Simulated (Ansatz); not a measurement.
# Mg5O: what the fields show

```cif
data_structure
_symmetry_space_group_name_H-M 'P 1'
_symmetry_Int_Tables_number 1
_cell_length_a 3.1261
_cell_length_b 3.1261
_cell_length_c 25.8736
_cell_angle_alpha 90.000
_cell_angle_beta 90.000
_cell_angle_gamma 120.000
_cell_volume 218.98
loop_
_atom_site_label
_atom_site_type_symbol
_atom_site_fract_x
_atom_site_fract_y
_atom_site_fract_z
_atom_site_occupancy
Mg1 Mg 0.00000 0.00000 0.00000 1
Mg2 Mg 0.66667 0.33333 0.90489 1
Mg3 Mg 0.33333 0.66667 0.09511 1
Mg4 Mg 0.33333 0.66667 0.80436 1
Mg5 Mg 0.00000 0.00000 0.70283 1
Mg6 Mg 0.66667 0.33333 0.19564 1
Mg7 Mg 0.00000 0.00000 0.29717 1
Mg8 Mg 0.00000 0.00000 0.50000 1
Mg9 Mg 0.66667 0.33333 0.60173 1
Mg10 Mg 0.33333 0.66667 0.39827 1
O1 O 0.66667 0.33333 0.04688 1
O2 O 0.33333 0.66667 0.95312 1
```

Space group P-3m1; a generated structure, not necessarily the stable one.

Level of theory: DFT PBE, scalar-relativistic, plane waves, PAW (Ansatz).

Core electrons are frozen (PAW), and the valence fields are smoothed inside the atomic spheres.

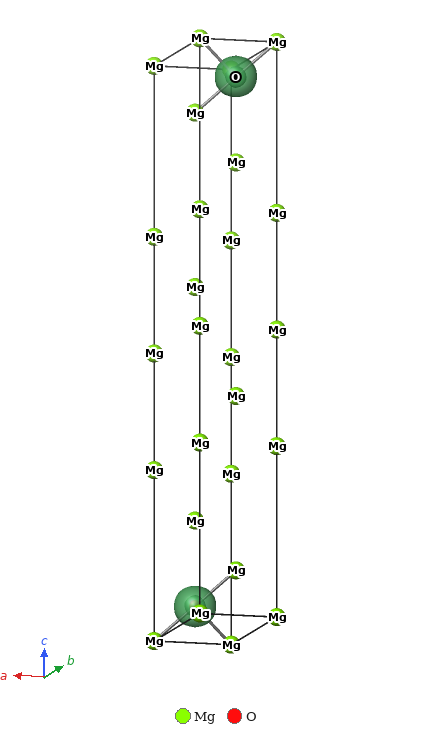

Figure 1. Isosurface of the electron localisation function at 0.75 (green), seen at an oblique angle. Only the valence region is drawn (cores and ρ < 0.01 e/Å³ removed). Sticks mark near contacts.

> What do the ELF domains correspond to?

At this value the surface marks out two regions wrapped around O (the valence shell of each), counted in one cell of 12 atoms. Regions shared between cells count once.


Mg–O (2.17 Å): the ELF peaks at about 0.85 in the valence shell of O, 0.6 Å from its nucleus, and is about 0.35 at the midpoint.

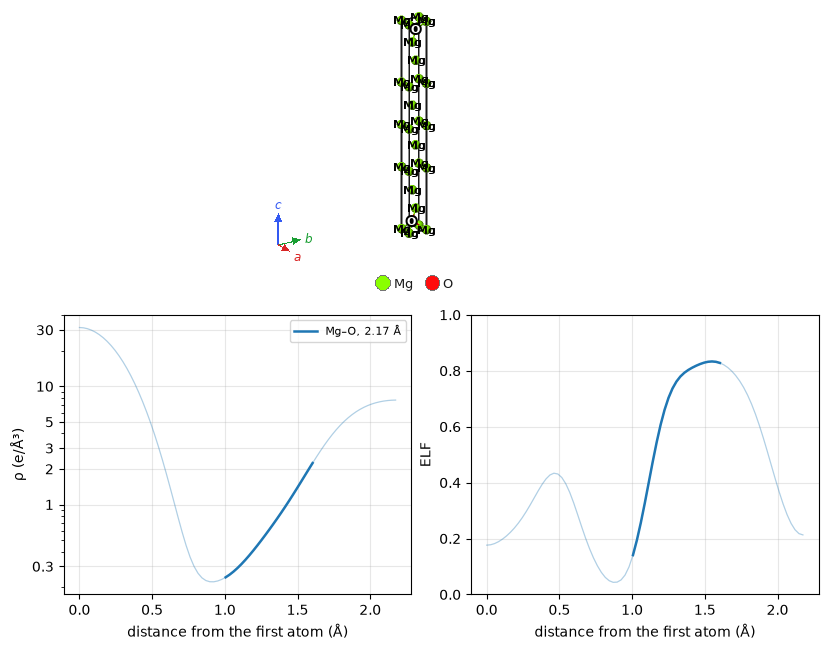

Figure 2. Valence charge density (pseudo) and electron localisation function along straight lines between neighbouring atoms. Thin, pale parts lie inside the atomic spheres. The structure is drawn too.

> What can be read from the curves?

Mg–O (2.17 Å): the density is about 0.29 e/Å³ at the midpoint; the ELF peaks at about 0.85 in the valence shell of O, 0.6 Å from its nucleus, and is about 0.35 at the midpoint.

> Does the calculation make it a metal, or give it a gap?

It is gapless in this calculation (a metal or semimetal).
